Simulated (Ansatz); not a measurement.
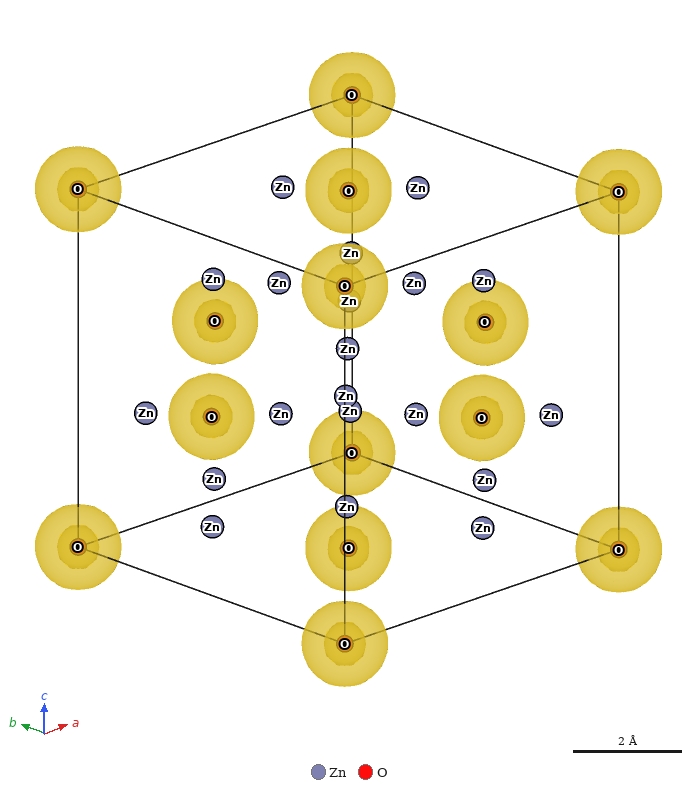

The picture shows: Zn₅O. Isosurface of the ELF at 0.75 (yellow), seen at an oblique angle. Core shells and regions of very low density are left out.

Space group F-43m; a structure generated by program, which may or may not match a known phase; the program warned that a starting moment wasn't kept; spin-polarised, but the moments vanished.

Level of theory: Ansatz, DFT PBE, scalar-relativistic, plane waves, PAW.

Core electrons are frozen (PAW), and the valence fields are smoothed inside the atomic spheres.

> Where are the electrons localised?

The surface consists of four regions wrapped around O (the valence shell of each), counted in one cell of 24 atoms. Any copies at cell faces, edges or corners count once. Along the contacts the grid gives the following. Zn–Zn (2.51 Å): the ELF is about 0.30 at the midpoint. Zn–O (2.94 Å): the ELF is about 0.10 at the midpoint; no shared electron pair shows on this line.

> Does the calculation give a band gap?

It is metallic or semimetallic at this level of theory: no gap opens.
